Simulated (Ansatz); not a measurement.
**Geometry relaxation, with input and output: W**

- system: W (Fm-3m, 1 atom in the cell)
- method: DFT, PBE, PAW with Ansatz's default frozen-core files, scalar-relativistic, no spin polarisation (Ansatz 0.2.0)

The structure was built on a prototype by a generator; it need not be a known phase. It belongs to a series of runs on one base structure; here: cell relaxed at zero pressure.

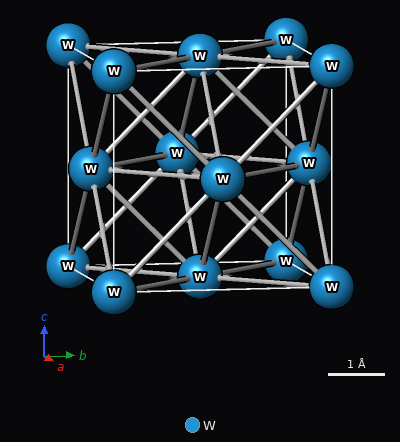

**Figure 1.** The structure as given in the input (ball-and-stick view of the cell 4 times as large as that of the calculation, set on its symmetry axes, seen slightly off an axis). Near neighbours in the crystal (not all of them lie inside the picture): W has 12 W at 2.84 Å.

Key numbers

```csv
quantity,value
outcome,converged
space group (tolerance 0.01 Å),Fm-3m (225)
electrons treated,14
free energy,−10384.3586 eV
Fermi energy,21.220 eV
pressure,−0.01 GPa
final volume,16.46 Å³
largest force (length of the vector) at the end,under 0.001 eV/Å
final cell,"a = 2.856 Å, b = 2.856 Å, c = 2.856 Å, α = 60.00°, β = 60.00°, γ = 60.00°"
hardware,"1 thread of AMD EPYC (Zen 5), 64 GiB of memory available, shared host"
wall time,3.3 s
peak memory,0.38 GiB
```

Remarks

Spin–orbit coupling is left out, which matters for W.

The input
```yaml
crystal:
  lattice:
    - [0.0, 2.0060235071, 2.0060235071]
    - [2.0060235071, 0.0, 2.0060235071]
    - [2.0060235071, 2.0060235071, 0.0]
  atoms:
    - { symbol: W, position: [0.0, 0.0, 0.0] }
kpoints:
  mp_grid: { grid: [17, 17, 17] }
scf:
  occupations: { method: fermi_dirac, width: 0.1 }
hamiltonian:
  xc: pbe
  pseudopotentials: { kind: paw }
output:
  forces: true
  stress: true
  write_density: true
  write_potential: true
  elf: true
  volumetric_format: npy
relax:
  f_tol: 0.005
  max_steps: 40
  cell: {}
```

Command:
```bash
ansatz run input.yaml --threads 1 --pin off --max-ram 3584MiB --backend cpu --events-out ev --progress --plain --runs-dir out
```

Output
```
Engine: ansatz 0.2.0, x86_64-unknown-linux-gnu
Pseudopotentials: kind: paw
Pseudopotential: W, paw, valence charge 14, recommended cutoff 420 eV (normal), W.paw.azcp
Functional definition: PBE
  parameter kappa = 0.804
  parameter beta = 0.06672455060314922
  exchange = pbe_x(kappa = kappa, mu = beta*pi^2/3)
  correlation = pbe_c(beta = beta)
Crystal: 1 atoms, lattice volume = 16.145 Å³
Basis set: ecut = 420 eV, 331 PW (Γ), exchange–correlation on 40×40×40 points (8 copies of the dense FFT grid, shifted against one another)
Bands: 11, of which v1, the nominal top of the filled ones, is band 7 counted from 1 (6 counted from 0)
Symmetry: 48 space group operations
Space group: Fm-3m (ITA 225), of the structure as read, at distance tolerance 2.5e-5 Å
k-points: 165 of 4913
Non-local potential: W, projectors of the file, l = 0: 3, l = 1: 2, l = 2: 2, l = 3: 1
PAW form: soft (Blöchl's): semilocal exchange-correlation on the pseudo side does not see the compensation charge
PAW one-centre angular grid: W, 590 points (default); XC on 64 Gauss nodes
Initial density: superposition of atomic densities (neutral atoms: chi_scale 0, normalization atom), corrected by the library's trained network
Initial wavefunctions: pseudopotential atomic-orbital guess
Functional: x = pbe(κ = 0.804, μ = 0.2195149727645171), c = pbe(β = 0.06672455060314922)
SCF iter   1: F=—  HF=-10384.353719 eV  |F-HF|=—  |Δ(HF+E_count)|=         —  Δρ=2.93e-3  dr2=1.27e-3  ethr=1.77e-3  ⟨swp⟩=5.0  Hψ=9717  notcnv=0
preconditioner: auto → none  [metal: Δε(μ)=0.013 eV  Ē_g=8.664 eV  σ=0.100 eV  W_gap=0.03  n_scr=0 (ndim 8)  ℏωp=22.6 eV  f_vac=0.000  D(μ)=1.29/eV (n_scr^D=14)]
SCF iter   2: F=—  HF=-10384.353033 eV  |F-HF|=—  |Δ(HF+E_count)|=   6.86e-4  Δρ=9.26e-4  dr2=6.41e-5  ethr=9.09e-6  ⟨swp⟩=2.3  Hψ=3653  notcnv=0
SCF iter   3: F=—  HF=-10384.353052 eV  |F-HF|=—  |Δ(HF+E_count)|=   1.91e-5  Δρ=3.07e-4  dr2=3.98e-6  ethr=4.58e-7  ⟨swp⟩=2.7  Hψ=2761  notcnv=0
iter 4 did not close the SCF: its close was put off for the readings that it lacked (scf_convergence_deferred on its scf_iter line)
SCF iter   4: F=-10384.353057 eV  HF=-10384.353057 eV  |F-HF|=4.49e-8  |Δ(HF+E_count)|=   4.63e-6  Δρ=2.59e-5  dr2=5.64e-8  ethr=2.84e-8  ⟨swp⟩=2.6  Hψ=2922  notcnv=0
iter 5 did not close the SCF: its close was put off for the readings that it lacked (scf_convergence_deferred on its scf_iter line)
SCF iter   5: F=-10384.353057 eV  HF=-10384.353057 eV  |F-HF|=3.18e-10  |Δ(HF+E_count)|=   2.85e-8  Δρ=4.25e-6  dr2=6.74e-10  ethr=4.03e-10  ⟨swp⟩=2.0  Hψ=2938  notcnv=0
SCF iter   6: F=-10384.353057 eV  HF=-10384.353057 eV  |F-HF|=1.46e-11  |Δ(HF+E_count)|=  4.37e-10  Δρ=4.48e-7  dr2=1.48e-11  ethr=4.81e-12  ⟨swp⟩=4.2  Hψ=8785  notcnv=0
SCF 1 converged in 6 iterations: F = -10384.353057 eV  dr2 = 1.48e-11
  greatest PAW one-centre occupation: 1.000 electrons in one spin orbital (limit 2), on the W atom at site 0 (counted from 0), in its partial waves of l = 0
relax step   1: F+E_penalty+E_count = -10384.35305671 eV  Δ(F+E_penalty+E_count) = +0.000e0 eV  max|allowed force component| = 0.000e0 eV/Å  Δτ_max = 0.0000 Å  P = +5.695 GPa  Ω = 16.145 Å³  (6 SCF iters, dr2 threshold 1.00e-7 eV, accepted)
Crystal: 1 atoms, lattice volume = 17.387 Å³
Initial density: handed on by an earlier stage of this run
Initial wavefunctions: those handed on with the density
iter 1 solved again at ethr=4.55e-6 eV; its pass at ethr=3.10e-3 eV (dr2=6.36e-4 eV) is discarded
SCF iter   1: F=—  HF=-10384.316624 eV  |F-HF|=—  |Δ(HF+E_count)|=         —  Δρ=2.56e-3  dr2=6.14e-4  ethr=4.55e-6  ⟨swp⟩=2.0  Hψ=13504  notcnv=0
preconditioner: auto → none  [metal: Δε(μ)=0.018 eV  Ē_g=8.016 eV  σ=0.100 eV  W_gap=0.05  n_scr=0 (ndim 8)  ℏωp=21.8 eV  f_vac=0.000  D(μ)=1.35/eV (n_scr^D=14)]
SCF iter   2: F=—  HF=-10384.316590 eV  |F-HF|=—  |Δ(HF+E_count)|=   3.43e-5  Δρ=1.14e-3  dr2=8.79e-5  ethr=4.39e-6  ⟨swp⟩=2.7  Hψ=2969  notcnv=0
SCF iter   3: F=—  HF=-10384.316626 eV  |F-HF|=—  |Δ(HF+E_count)|=   3.57e-5  Δρ=2.56e-4  dr2=3.82e-6  ethr=6.28e-7  ⟨swp⟩=1.1  Hψ=1856  notcnv=0
SCF iter   4: F=-10384.316627 eV  HF=-10384.316627 eV  |F-HF|=1.67e-8  |Δ(HF+E_count)|=   1.85e-6  Δρ=2.54e-5  dr2=3.49e-8  ethr=7.14e-10  ⟨swp⟩=6.4  Hψ=10520  notcnv=0
SCF 2 converged in 4 iterations: F = -10384.316627 eV  dr2 = 3.49e-8
relax step   2: F+E_penalty+E_count = -10384.31662745 eV  Δ(F+E_penalty+E_count) = +3.643e-2 eV  max|allowed force component| = 0.000e0 eV/Å  Δτ_max = 0.0000 Å  P = -13.750 GPa  Ω = 17.387 Å³  energy of the carried Pulay correction = -4.978e-4 eV  (4 SCF iters, dr2 threshold 1.00e-7 eV, rejected (line search))
Crystal: 1 atoms, lattice volume = 16.490 Å³
iter 1 solved again at ethr=1.59e-6 eV; its pass at ethr=3.10e-3 eV (dr2=2.23e-4 eV) is discarded
SCF iter   1: F=—  HF=-10384.358437 eV  |F-HF|=—  |Δ(HF+E_count)|=         —  Δρ=1.79e-3  dr2=2.65e-4  ethr=1.59e-6  ⟨swp⟩=2.7  Hψ=13406  notcnv=0
preconditioner: auto → none  [metal: Δε(μ)=0.001 eV  Ē_g=8.475 eV  σ=0.100 eV  W_gap=0.00  n_scr=0 (ndim 8)  ℏωp=22.4 eV  f_vac=0.000  D(μ)=1.32/eV (n_scr^D=14)]
SCF iter   2: F=—  HF=-10384.358428 eV  |F-HF|=—  |Δ(HF+E_count)|=   9.66e-6  Δρ=8.12e-4  dr2=4.15e-5  ethr=1.59e-6  ⟨swp⟩=2.7  Hψ=3034  notcnv=0
SCF iter   3: F=—  HF=-10384.358441 eV  |F-HF|=—  |Δ(HF+E_count)|=   1.33e-5  Δρ=1.59e-4  dr2=1.37e-6  ethr=2.97e-7  ⟨swp⟩=1.1  Hψ=1899  notcnv=0
SCF iter   4: F=—  HF=-10384.358442 eV  |F-HF|=—  |Δ(HF+E_count)|=   8.02e-7  Δρ=1.76e-5  dr2=1.47e-8  ethr=9.76e-9  ⟨swp⟩=2.6  Hψ=2634  notcnv=0
SCF iter   5: F=—  HF=-10384.358442 eV  |F-HF|=—  |Δ(HF+E_count)|=   7.93e-9  Δρ=1.24e-6  dr2=1.93e-10  ethr=1.05e-10  ⟨swp⟩=1.9  Hψ=2557  notcnv=0
SCF iter   6: F=-10384.358442 eV  HF=-10384.358442 eV  |F-HF|=1.09e-11  |Δ(HF+E_count)|=  5.46e-11  Δρ=8.36e-8  dr2=3.31e-13  ethr=1.00e-12  ⟨swp⟩=6.1  Hψ=7495  notcnv=0
SCF 3 converged in 6 iterations: F = -10384.358442 eV  dr2 = 3.31e-13
relax step   3: F+E_penalty+E_count = -10384.35844179 eV  Δ(F+E_penalty+E_count) = -5.385e-3 eV  max|allowed force component| = 0.000e0 eV/Å  Δτ_max = 0.0000 Å  P = -0.455 GPa  Ω = 16.490 Å³  energy of the carried Pulay correction = -1.421e-4 eV  (6 SCF iters, accepted)
Crystal: 1 atoms, lattice volume = 16.464 Å³
iter 1 solved again at ethr=4.69e-9 eV; its pass at ethr=3.10e-3 eV (dr2=6.57e-7 eV) is discarded
SCF iter   1: F=—  HF=-10384.358492 eV  |F-HF|=—  |Δ(HF+E_count)|=         —  Δρ=5.60e-5  dr2=2.85e-7  ethr=4.69e-9  ⟨swp⟩=2.2  Hψ=11841  notcnv=0
preconditioner: auto → none  [metal: Δε(μ)=0.001 eV  Ē_g=8.489 eV  σ=0.100 eV  W_gap=0.00  n_scr=0 (ndim 8)  ℏωp=22.4 eV  f_vac=0.000  D(μ)=1.32/eV (n_scr^D=14)]
SCF iter   2: F=-10384.358490 eV  HF=-10384.358490 eV  |F-HF|=1.36e-8  |Δ(HF+E_count)|=   1.30e-6  Δρ=2.44e-5  dr2=3.65e-8  ethr=7.14e-10  ⟨swp⟩=6.0  Hψ=10137  notcnv=0
SCF 4 converged in 2 iterations: F = -10384.358490 eV  dr2 = 3.65e-8
relax step   4: F+E_penalty+E_count = -10384.35849049 eV  Δ(F+E_penalty+E_count) = -4.870e-5 eV  max|allowed force component| = 0.000e0 eV/Å  Δτ_max = 0.0000 Å  P = -0.013 GPa  Ω = 16.464 Å³  energy of the carried Pulay correction = -1.314e-4 eV  (2 SCF iters, dr2 threshold 1.00e-7 eV, accepted)
Initial wavefunctions: pseudopotential atomic-orbital guess (no wavefunctions were taken with the density)
iter 1 solved again at ethr=2.87e-8 eV; its pass at ethr=3.10e-3 eV (dr2=4.02e-6 eV) is discarded
SCF iter   1: F=—  HF=-10384.358616 eV  |F-HF|=—  |Δ(HF+E_count)|=         —  Δρ=1.80e-4  dr2=2.26e-7  ethr=2.87e-8  ⟨swp⟩=3.0  Hψ=14853  notcnv=0
SCF iter   2: F=—  HF=-10384.358619 eV  |F-HF|=—  |Δ(HF+E_count)|=   3.41e-6  Δρ=8.99e-5  dr2=5.43e-8  ethr=1.61e-9  ⟨swp⟩=1.0  Hψ=1815  notcnv=0
SCF iter   3: F=—  HF=-10384.358621 eV  |F-HF|=—  |Δ(HF+E_count)|=   1.84e-6  Δρ=1.68e-6  dr2=8.25e-11  ethr=3.88e-10  ⟨swp⟩=1.1  Hψ=1913  notcnv=0
SCF iter   4: F=-10384.358621 eV  HF=-10384.358621 eV  |F-HF|=3.64e-12  |Δ(HF+E_count)|=  3.09e-10  Δρ=6.07e-8  dr2=5.34e-13  ethr=1.00e-12  ⟨swp⟩=6.5  Hψ=8028  notcnv=0
SCF 5 converged in 4 iterations: F = -10384.358621 eV  dr2 = 5.34e-13
relax step   5: F+E_penalty+E_count = -10384.35862084 eV  Δ(F+E_penalty+E_count) = -1.304e-4 eV  max|allowed force component| = 0.000e0 eV/Å  Δτ_max = 0.0000 Å  P = -0.014 GPa  Ω = 16.464 Å³  stress off target by 1.39e-2 GPa  SCF on the basis re-selected at this cell (its energy is not comparable with the rows above)  (4 SCF iters)
```

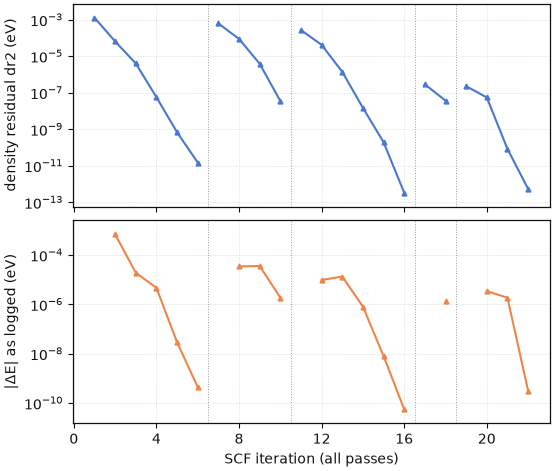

**Figure 2.** Convergence of the self-consistent field: density residual dr2 and size of the energy change against the SCF iteration. The dotted lines part the SCF passes of the relaxation: geometry steps, rejected trials and re-solves on a re-selected basis. The 5 passes take 2 to 6 iterations each, 22 in all.

```
basis re-selected at this cell: Δ(F+E_penalty+E_count) = -1.304e-4 eV, ΔP = -0.001 GPa vs the last step (what re-selecting the basis moved, of the pressure what is left beyond the Pulay correction that the steps carried, after the strain that the cell walked since its last selection, with what the two solves' SCF thresholds leave and, on support functions, any second-order correction that the steps lacked; it is no measure of the basis error at this ecutwfc). This SCF's stress stands 1.39e-2 GPa from its target on what of the cell is left free (relax.cell.stress_tol is 5.00e-2 GPa) and its largest allowed force component is 0.00e0 eV/Å (relax.f_tol is 5.00e-3 eV/Å): within both
SCF converged after 4 iterations
Free energy (F): -10384.358621 eV
Harris-Foulkes:  -10384.358621 eV  (|F-HF|=3.64e-12)
Internal energy: -10384.316539 eV  (E = F + TS)
E sigma→0 (E₀):  -10384.337580 eV
Entropy (-TS):   -0.042081 eV (-42.081 meV/atom)
Fermi energy:    21.220325 eV
--- Per-component energies (eV) ---
  E_band       = -92.971314
  E_kinetic    = 449.025276
  E_local      = -626.363926  (includes V_loc(G=0)·N_el)
  E_nonlocal   = 0.710658
  E_hartree    = 223.325342
  E_xc         = -266.438060
  E_vxc        = -238.137593  (∫ρ·V_xc dr)
  E_paw        = -8562.416323  (= ΣΔE_a)
  E_vpaw       = -124.856343  (= ΣTr[D̂ρ^β])
  E_aug_tail   = -0.000056  (compensation charges beyond the density's cutoff)
  E_ewald      = -1602.159451
  E_smearing   = -0.042081  (= −TS)
  E_closure    = -0.000000  (closes the sum)
  Σ components = -10384.358621   (vs F -10384.358621, Δ=0.00e0)
--- Forces (eV/Å), atoms counted from 1 ---
  atom   1  W     -0.00000000     0.00000000     0.00000000
  max |Σ_I F_I| component: 2.47e-32 eV/Å
--- Stress (GPa, compression-positive) ---
       -0.013885      -0.000000      -0.000000
       -0.000000      -0.013885      -0.000000
       -0.000000      -0.000000      -0.013885
  P = ⅓ Tr σ = -0.0139 GPa (-0.139 kbar)
--- Band table (eV; the first three rows and the last of 165) ---
  k-point 0: bands = ["-52.3854", "-16.0596", "-16.0596", "-16.0596", "12.2442", "20.6514", "20.6514", "20.6514", "23.7659", "23.7659", "33.9935"]
  k-point 1: bands = ["-52.3818", "-16.1007", "-16.0648", "-16.0648", "12.3961", "20.5340", "20.7230", "20.7230", "23.7005", "23.7005", "34.2969"]
  k-point 2: bands = ["-52.3717", "-16.2171", "-16.0798", "-16.0798", "12.8334", "20.2360", "20.9060", "20.9060", "23.5594", "23.5594", "35.0952"]
  k-point 164: bands = ["-52.2457", "-16.8419", "-16.7715", "-16.4777", "17.5082", "18.9407", "19.4115", "22.5844", "26.8312", "30.7083", "32.2656"]
--- Relaxed structure (4 steps of the walk, 3 accepted, 1 SCFs on fresh bases) ---
  F+E_penalty+E_count = -10384.35862084 eV   max|allowed force component| = 0.000e0 eV/Å   (the final SCF, on the basis selected at the relaxed cell)
  cell:  # Å, volume = 16.4640 Å³
    - [2.0699950323438464e-34, 2.0191492375747995, 2.0191492375747995]
    - [2.0191492375747995, -2.3884570802199384e-35, 2.0191492375747995]
    - [2.0191492375747995, 2.0191492375747995, -4.936141656867604e-35]
  atoms:
    - { symbol: W, position: [0.0, 0.0, 0.0] }
```

File rho_z.tsv
```
# z_ang	rho[e/angstrom^3]
# format = ansatz-planar-average/11
# lattice	0.000000000	2.019149238	2.019149238
# lattice	2.019149238	-0.000000000	2.019149238
# lattice	2.019149238	2.019149238	-0.000000000
# sites	1
# site	74	0.000000000	0.000000000	0.000000000
0.000000	1.496033e0
0.142775	1.471846e0
0.285551	1.388753e0
0.428326	1.232714e0
0.571102	1.016318e0
0.713877	7.831669e-1
0.856652	5.821143e-1
0.999428	4.409223e-1
1.142203	3.599969e-1
1.284979	3.230529e-1
1.427754	3.130068e-1
1.570530	3.230529e-1
1.713305	3.599969e-1
1.856080	4.409223e-1
1.998856	5.821143e-1
2.141631	7.831669e-1
2.284407	1.016318e0
2.427182	1.232714e0
2.569957	1.388753e0
2.712733	1.471846e0
```

File v_z.tsv
```
# z_ang	v_es[eV]	v_tot[eV]
# format = ansatz-planar-average/11
# xc	pbe
# density_cutoff_ev	1680
# datasets	W=:simpson_from_first_knot:soft
# lattice	0.000000000	2.019149238	2.019149238
# lattice	2.019149238	-0.000000000	2.019149238
# lattice	2.019149238	2.019149238	-0.000000000
# sites	1
# site	74	0.000000000	0.000000000	0.000000000
0.000000	-6.022370e-1	-1.717276e1
0.142775	-1.296809e-1	-1.655345e1
0.285551	1.255748e0	-1.472473e1
0.428326	3.455725e0	-1.180888e1
0.571102	6.301300e0	-8.044318e0
0.713877	9.544780e0	-3.796948e0
0.856652	1.285521e1	4.399510e-1
0.999428	1.583293e1	4.144845e0
1.142203	1.808176e1	6.868290e0
1.284979	1.937455e1	8.379905e0
1.427754	1.977131e1	8.825833e0
1.570530	1.937455e1	8.379905e0
1.713305	1.808176e1	6.868290e0
1.856080	1.583293e1	4.144845e0
1.998856	1.285521e1	4.399510e-1
2.141631	9.544780e0	-3.796948e0
2.284407	6.301300e0	-8.044318e0
2.427182	3.455725e0	-1.180888e1
2.569957	1.255748e0	-1.472473e1
2.712733	-1.296809e-1	-1.655345e1
```

Trajectory as extended XYZ (Å, eV, eV/Å), 5 frames, from step=1 to step=5
```
1
Lattice="0.0000 2.0060 2.0060 2.0060 0.0000 2.0060 2.0060 2.0060 0.0000" Properties=species:S:1:pos:R:3:forces:R:3 step=1 energy=-10384.35306 pressure_GPa=5.69
W     0.0000    0.0000    0.0000    0.0000   0.0000   0.0000
1
Lattice="0.0000 2.0562 2.0562 2.0562 0.0000 2.0562 2.0562 2.0562 0.0000" Properties=species:S:1:pos:R:3:forces:R:3 step=2 energy=-10384.31663 pressure_GPa=-13.75 accepted=F
W     0.0000    0.0000    0.0000    0.0000   0.0000   0.0000
1
Lattice="0.0000 2.0202 2.0202 2.0202 0.0000 2.0202 2.0202 2.0202 0.0000" Properties=species:S:1:pos:R:3:forces:R:3 step=3 energy=-10384.35844 pressure_GPa=-0.46
W     0.0000    0.0000    0.0000    0.0000   0.0000   0.0000
1
Lattice="0.0000 2.0191 2.0191 2.0191 0.0000 2.0191 2.0191 2.0191 0.0000" Properties=species:S:1:pos:R:3:forces:R:3 step=4 energy=-10384.35849 pressure_GPa=-0.01
W     0.0000    0.0000    0.0000    0.0000   0.0000   0.0000
1
Lattice="0.0000 2.0191 2.0191 2.0191 0.0000 2.0191 2.0191 2.0191 0.0000" Properties=species:S:1:pos:R:3:forces:R:3 step=5 energy=-10384.35862 pressure_GPa=-0.01
W     0.0000    0.0000    0.0000    0.0000   0.0000   0.0000
```

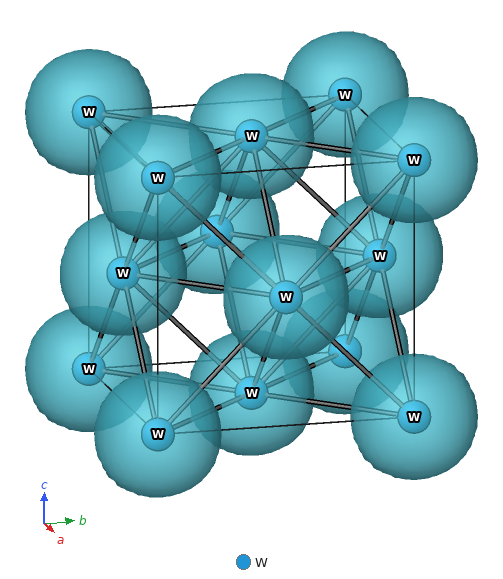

**Figure 3.** Isosurface of the valence charge density (pseudo) at 0.8 e/Å³ (cyan), seen slightly off an axis. Sticks mark near contacts. The outline is the cell set on symmetry axes. At this value the density breaks into separate islands; it holds about 65 % of the electrons treated as valence (semicore included). It is pinched off along the W–W (2.86 Å) contacts. On the grid the lowest density along these lines, outside the cores, is 0.35 e/Å³ (W–W, 2.86 Å). In a PAW calculation such maps are meaningful between the atoms, not at the nuclei.

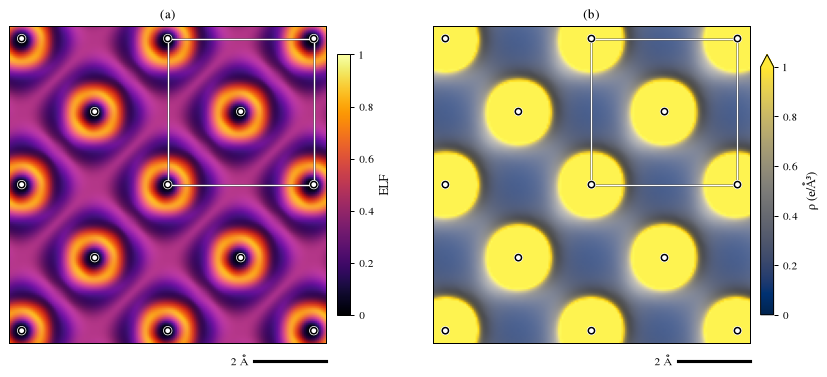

**Figure 4.** (a) ELF; (b) valence electron density on the (100) plane of the conventional cell. Circles mark the nuclei in the plane (W). Atoms in the plane: W. W–W (2.86 Å): ρ is about 0.35 e/Å³ halfway; the ELF is about 0.35 at the midpoint, which marks metallic bonding. Away from the nuclei the density in this plane falls to 0.19 e/Å³ at its lowest. The strong features right at W lie inside the PAW spheres (semicore, d or f shells) and say nothing about bonding.
